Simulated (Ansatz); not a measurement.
Consider As.

The calculation's input:

```
crystal:
  lattice:
    - [2.9333990087, 0.0, 0.0]
    - [-1.4666995043, 2.540398061, 0.0]
    - [0.0, 0.0, 9.8872795742]
  atoms:
    - { symbol: As, position: [0.0, 0.0, 1.0] }
    - { symbol: As, position: [0.0, 0.0, 0.5] }
    - { symbol: As, position: [0.3333333333, 0.6666666667, 0.25] }
    - { symbol: As, position: [0.6666666667, 0.3333333333, 0.75] }
hamiltonian:
  xc: pbesol
  pseudopotentials:
    kind: paw
    azcp:
      As: "pseudopotentials/As.paw.azcp"
basis:
  ecutwfc: 420
  fft_grid_basis: typed
kpoints:
  mp_grid: { grid: [14, 14, 4], shift: [0, 0, 0] }
magnetization:
  spin_polarized: false
scf:
  occupations: { method: fermi_dirac, width: 0.1 }
  lower_state_search: "off"
output:
  stress: true
  write_density: true
  write_potential: true
  elf: true
  volumetric_format: npy
```

Below, planes, directions and counts refer to the conventional cell (a = 2.93 Å, b = 2.93 Å, c = 9.89 Å, α = 90.00°, β = 90.00°, γ = 120.00°).

Space group P6₃/mmc; set up as As, dhcp; a generated structure, not necessarily the stable one; changed on purpose from its base cell (volume × 1.0).

These are results of DFT, PBEsol, plane waves (420 eV) with PAW, scalar-relativistic (Ansatz 0.2.0), not measurements.

Question: Predict the valence pseudo-density and electron localisation function between the atoms.

Answer: As–As (2.93 Å): the density is about 0.23 e/Å³ at the midpoint; the ELF is about 0.35 at the midpoint.

Question: Does the calculation make it a metal, or give it a gap?

Answer: It is metallic or semimetallic at this level of theory: no gap opens.

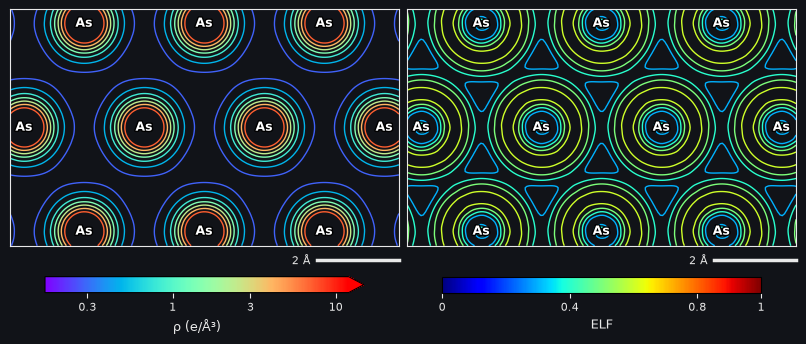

Computed valence pseudo-density and electron localisation function on the (001) plane of the conventional cell, in this order. 
